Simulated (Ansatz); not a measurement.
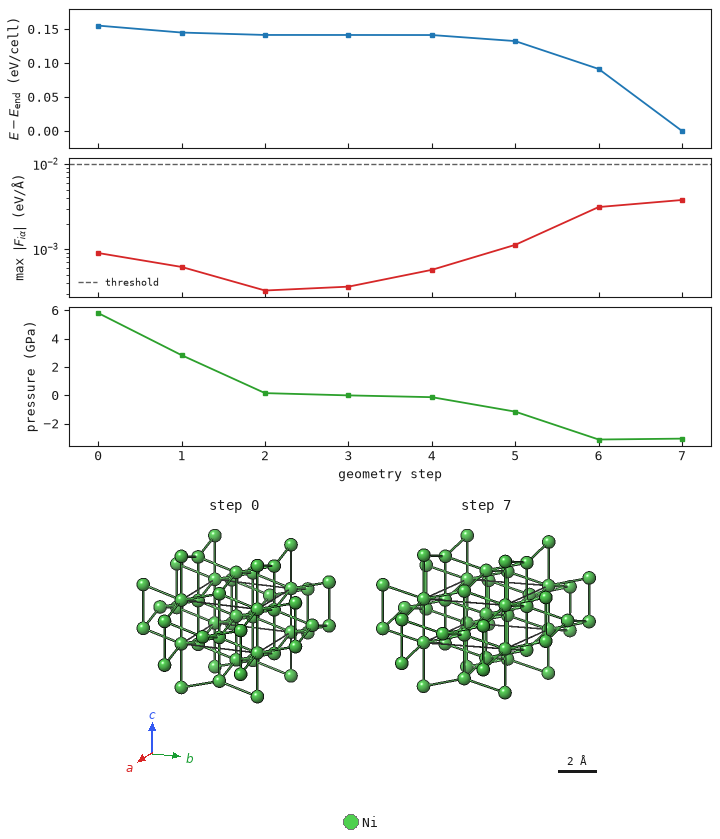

First and last geometry of a relaxation of solid Ni (a generated structure, set up in I4_1/amd), with the history of the run. Style: ball-and-stick. Shown: the conventional cell (2 times the calculation's cell), slightly off an axis. Lengths and directions refer to the drawn axes.

Phase: beta-Sn type.

Level of theory: DFT, PBE, plane waves (420 eV) with PAW, scalar-relativistic (Ansatz 0.2.0). Settings: plane-wave cutoff 420 eV; k-point mesh 15 × 15 × 10; occupations fermi dirac; smearing width 0.05 eV; collinear spin; cell and atoms relaxed; force threshold 0.01 eV/Å; at most 60 steps.

Did the run converge, and what did it change?

Answer. The run was cut off at its time limit before the relaxation converged, so the last structure is only a point on the way. The largest moves relative to the cell, 0.004 Å, are those of Ni atoms. Cell: a = b 4.382 → 4.491 Å (+2.5 %), c 2.393 → 2.399 Å (+0.3 %), α 90.0° → 89.4°, β 90.0° → 89.4°, γ 90.0° → 103.5°. Volume +2.4 %. Some distances before and after: Ni–Ni 2.271 → 2.324 Å, Ni–Ni 2.393 → 2.399 Å. Bond angles that change, for instance: Ni–Ni–Ni 94.0° → 80.7°, Ni–Ni–Ni 94.0° → 106.5°, Ni–Ni–Ni 94.0° → 81.9°. The space group (tolerance 0.01 Å) goes from I4_1/amd (No. 141) to C2/c (No. 15). The energy falls by 0.155 eV per cell of the calculation in 7 geometry steps. Largest force component: 0.0009 eV/Å at the start, 0.0038 eV/Å at the end. The pressure goes from 5.80 to −3.06 GPa. The program noted that the starting moments weren't kept.

| step | E − E(0), meV/atom | largest force component, eV/Å | pressure, GPa | volume, Å³/atom |
| --- | --- | --- | --- | --- |
| 0 | 0.00 | 0.0009 | 5.80 | 11.486 |
| 1 | -5.11 | 0.0006 | 2.83 | 11.671 |
| 2 | -6.89 | 0.0003 | 0.15 | 11.851 |
| 3 | -6.90 | 0.0004 | -0.01 | 11.863 |
| 4 | -6.94 | 0.0006 | -0.14 | 11.871 |
| 5 | -11.40 | 0.0011 | -1.16 | 11.925 |
| 6 | -31.93 | 0.0031 | -3.13 | 11.969 |
| 7 | -77.62 | 0.0038 | -3.06 | 11.761 |
